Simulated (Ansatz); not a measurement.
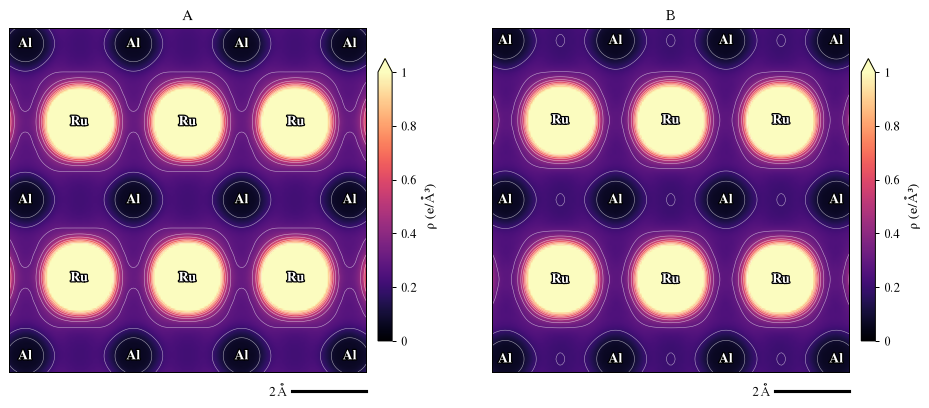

AlRu. The valence charge density (pseudo) of two cells that differ in size, on the (110) plane of each (indices in the axes of the calculation cell), at one length scale and on one colour scale; one has 13.1 and the other 13.9 Å³ an atom.

These are results of Ansatz 0.2.0, DFT, PBEsol, PAW with Ansatz's default frozen-core files, scalar-relativistic, not measurements.

In a PAW calculation such maps are meaningful between the atoms, not at the nuclei.

The larger cell:

```
Al Ru
1.0
     3.05143    0.00000    0.00000
     0.00000    3.05143    0.00000
     0.00000    0.00000    2.99160
Al Ru
1 1
Direct
  0.00000 0.00000 0.00000
  0.50000 0.50000 0.50000
```

The smaller cell: a = 2.992 Å, b = 2.992 Å, c = 2.932 Å, α = 90.00°, β = 90.00°, γ = 90.00°.

Which is the denser cell? Describe the effect of the change.

Answer. Panel A is the smaller cell, by 6 % in volume. From the larger cell to the smaller, Ru–Ru goes from 2.99 to 2.93 Å, and the density at its midpoint from 0.28 to 0.3 e/Å³; Al–Ru goes from 2.63 to 2.57 Å, and the density at its midpoint from 0.34 to 0.37 e/Å³; the pressure goes from −11 to 1.0 GPa.
